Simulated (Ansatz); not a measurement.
The cell below is Si (Fd-3m, No. 227). Origin of the cell: the end point of a relaxation with DFT PBE, scalar-relativistic, plane waves, PAW (Ansatz).

```
Si
1.0
     5.46976    0.00000    0.00000
     0.00000    5.46976    0.00000
     0.00000    0.00000    5.46976
Si
8
Cartesian
  2.7349 0.0000 2.7349
  1.3674 1.3674 1.3674
  2.7349 2.7349 0.0000
  1.3674 4.1023 4.1023
  0.0000 0.0000 0.0000
  4.1023 1.3674 4.1023
  0.0000 2.7349 2.7349
  4.1023 4.1023 1.3674
```

Atoms are hard spheres with touching radii (half the shortest distance): Si 1.18 Å.

> Find the largest hole by geometry, and further ones that a grid search gives (radius above 0.15 Å; smaller ones may be missed, and maxima closer than 0.25 Å are merged).

| hole | site | x, y, z | radius (Å) | nearest atoms | shape |
| --- | --- | --- | --- | --- | --- |
| V1 | 8b | 0.000, 0.000, 0.500 | 1.18 | 4 Si (then 6 Si) | tetrahedral |
| V2 | 16d | 0.625, 0.875, 0.875 | 1.08 | 6 Si | distorted octahedral |

Nearest atoms are those whose sphere lies within 0.15 Å of the hole's sphere; in brackets, those within 0.5 Å. The largest sphere that fits anywhere has a diameter of 2.37 Å; the largest that can travel through the crystal, about 2.1 Å.

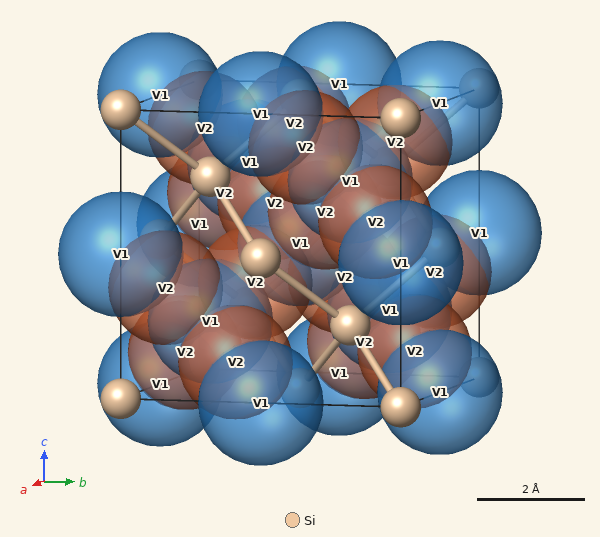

Translucent spheres (V1, V2) fill the 2 holes listed first by a grid search for holes with a radius above 0.15 Å (the largest is sure; smaller ones may be missed, and maxima closer than 0.25 Å are merged) at their true size; atoms are drawn smaller than their model radii. View slightly off an axis.
